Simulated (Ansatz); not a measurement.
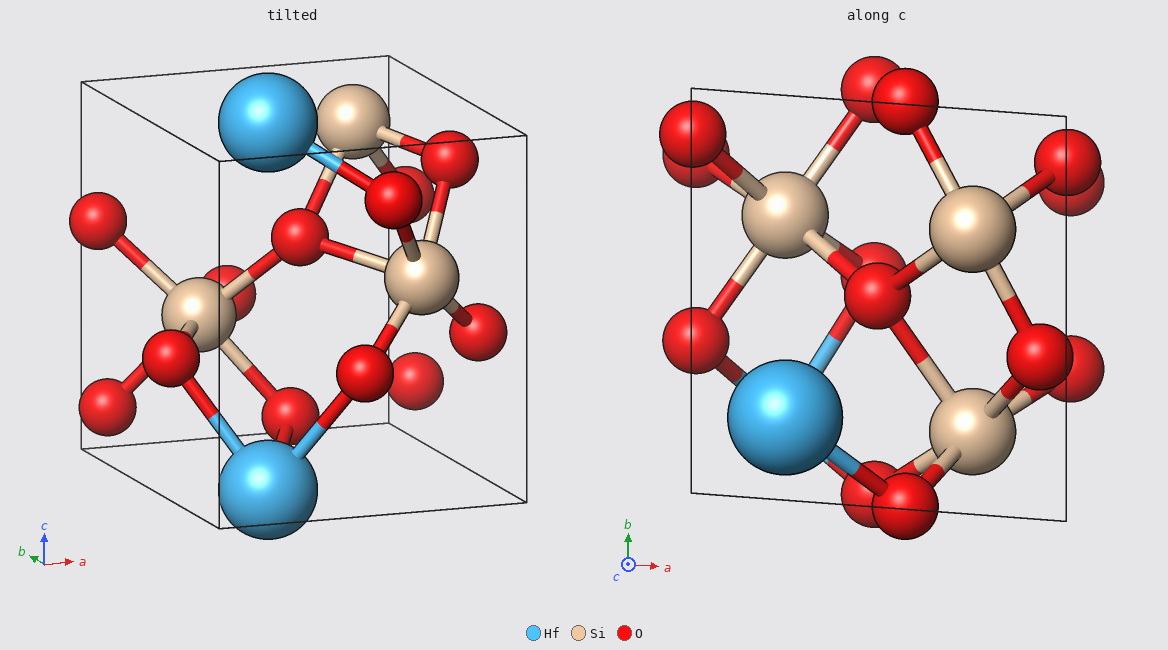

Ball-and-stick model, viewed slightly off an axis and along the c axis. The lines enclose the simulation cell; boundary atoms appear with their images.

The calculation's input:
```yaml
crystal:
  lattice:
    - [4.3636755051, -0.1703455089, -3.85836e-05]
    - [-0.1711605093, 4.6994748013, -4.41842e-05]
    - [-3.52726e-05, -4.31421e-05, 5.0965161843]
  atoms:
    - { symbol: Hf, position: [0.2499908746, 0.2043232636, 0.0441297518] }
    - { symbol: Si, position: [0.2500024618, 0.7043313683, 0.4120359316] }
    - { symbol: Si, position: [0.7500099196, 0.2043273496, 0.5864706288] }
    - { symbol: Si, position: [0.7499913668, 0.7043310374, 0.9025320942] }
    - { symbol: O, position: [0.0119222711, 0.3775601797, 0.3812840923] }
    - { symbol: O, position: [0.0123530172, 0.8376731599, 0.1482461191] }
    - { symbol: O, position: [0.496519484, 0.5217447054, 0.6454455697] }
    - { symbol: O, position: [0.5702079966, 1.0073513509, 0.8524439307] }
    - { symbol: O, position: [0.4880775497, 1.0311027562, 0.3812880206] }
    - { symbol: O, position: [0.487636739, 0.5709849803, 0.1482349311] }
    - { symbol: O, position: [0.9298020989, 0.4013285826, 0.8524329653] }
    - { symbol: O, position: [1.003486221, 0.8869412659, 0.6454559649] }
kpoints:
  mp_grid: { grid: [4, 4, 4] }
  band_path:
    path:
      - [0.0, 0.0, 0.0]
      - [0.0, 8.6574e-06, -0.4999999999]
      - [0.0, 0.5000086573, -0.4999999999]
      - [0.0, 0.4999999999, 0.0]
      - [-0.5, 0.4999999999, 8.9984e-06]
      - [-0.5, 0.5000086573, -0.4999910015]
      - [-0.5, 8.6574e-06, -0.4999910015]
      - [-0.5, 0.0, 8.9984e-06]
      - [0.197917, -0.442708, 0.0]
    npoints: 1
hamiltonian:
  xc: pbe0
scf:
  occupations: { method: fixed }
  n_extra_bands: 7
output:
  forces: true
  stress: true
  eigenvalues: true
```

Setup: Ansatz, DFT, PBE0, plane waves, PAW; wavefunction cutoff 420 eV, a 4×4×4 mesh of k-points, no spin polarisation.

**Metal or not?**

An insulator at this level, with a gap of 7.38 eV, indirect; the smallest direct gap is 7.70 eV.

**Under what pressure is the structure?**

The computed pressure is -1.3 GPa (stretched: it would shrink).

It goes back to a structure type filled with these elements by a generator (whether the compound takes this form wasn't checked). Earlier steps of the study may have refined or changed the cell and positions. A calculation with Ansatz used it as input.
